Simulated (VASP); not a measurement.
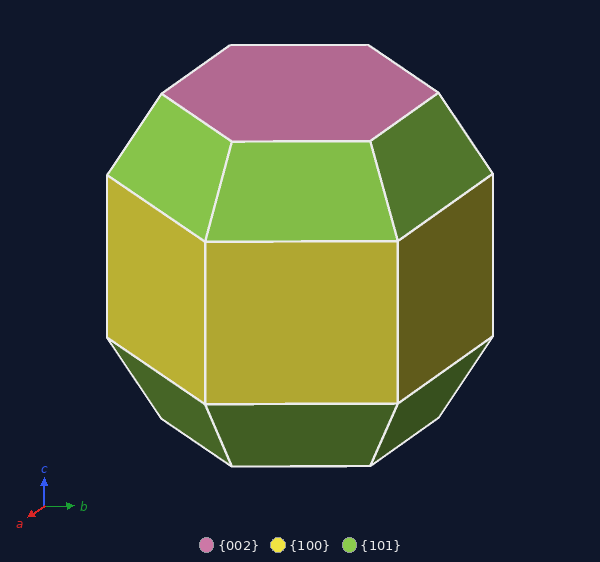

GaN, space group P6_3mc (No. 186), a = 3.156 Å, b = 3.156 Å, c = 5.147 Å, α = 90.00°, β = 90.00°, γ = 120.00°. BFDH (Bravais–Friedel–Donnay–Harker) growth shape, computed from the cell and space group alone: each face lies at a distance from the centre proportional to 1/d(hkl), with d taken for the first order that the space group does not extinguish. It ignores bonding, solvent and kinetics. Source: the end point of a relaxation with VASP Kohn-Sham DFT of a periodic cell, LDA, VASP PAW LDA potentials, recommended (VASP 6.6.1). Forms under 0.4 % of the area are left out. Forms are taken in the Laue class: a face and its opposite count as one form.

Q: How many faces does the whole crystal have, by form?

A: 20 faces: 6 of {100}, 12 of {101} and 2 of {002}.

Q: Why is the form written {002} rather than {001}?

A: The reflection 001 is extinguished by the screw axis (and also by a glide plane) of P6_3mc: equivalent layers repeat every d/2 = 2.573 Å, and the rule uses that shorter spacing.

Q: Describe the habit.

A: It is roughly equant (blocky). Widths along a, b and c stand as 1.00 : 1.00 : 0.92.

Q: List the forms with their spacings and shares.

A:
```csv
form,faces,d (Å),share of area (%)
{100},6,2.733,40.7
{101},12,2.414,39.6
{002},2,2.573,19.7
```
